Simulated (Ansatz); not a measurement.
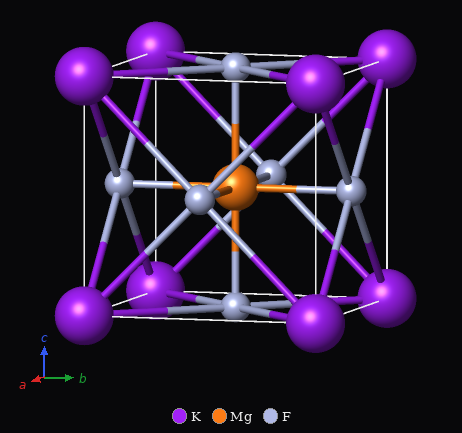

Drawn in the ball-and-stick manner and seen slightly off an axis. The unit cell is drawn as a box.

KMgF3, a = 3.980 Å, b = 3.980 Å, c = 3.960 Å, α = 90.00°, β = 90.00°, γ = 90.00°. Strictly the space group is P4/mmm (No. 123, within 0.01 Å). It is a distorted form of a primitive cubic structure, space group Pm-3m (No. 221) within 0.25 Å: cubic perovskite. The cell started as a structure type filled with these elements by a generator (whether the compound takes this form wasn't checked). The cell was then strained or its atoms displaced on purpose. It was run through Ansatz as a DFT input.

This one geometry was computed with Ansatz (DFT, plane waves, PAW) at three levels of theory: PBE, r2SCAN and HSE06. It was relaxed with r2SCAN and then strained.

### Which level gives the highest pressure at this volume, and what does that say about its equilibrium volume?

Highest: PBE (4.6 GPa), which points to the largest equilibrium volume. Lowest, with the smallest volume: r2SCAN (0.4 GPa). Levels within 0.5 GPa of each other can't be told apart.

### How does the band gap change with the level of theory?

PBE: a gap of 7.40 eV, indirect; r2SCAN: a gap of 8.34 eV, indirect; HSE06: a gap of 9.65 eV, indirect.

### Collect the results in a table.

| level | cutoff (eV) | k-mesh of the run's cell | gap (eV) | pressure (GPa) |
| --- | --- | --- | --- | --- |
| PBE | 420 | 6×6×6 | 7.40 | 4.6 |
| r2SCAN | 500 | 6×6×6 | 8.34 | 0.4 |
| HSE06 | 420 | 4×4×4 | 9.65 | 1.8 |

Gaps are taken on the k-mesh or band path of each run.
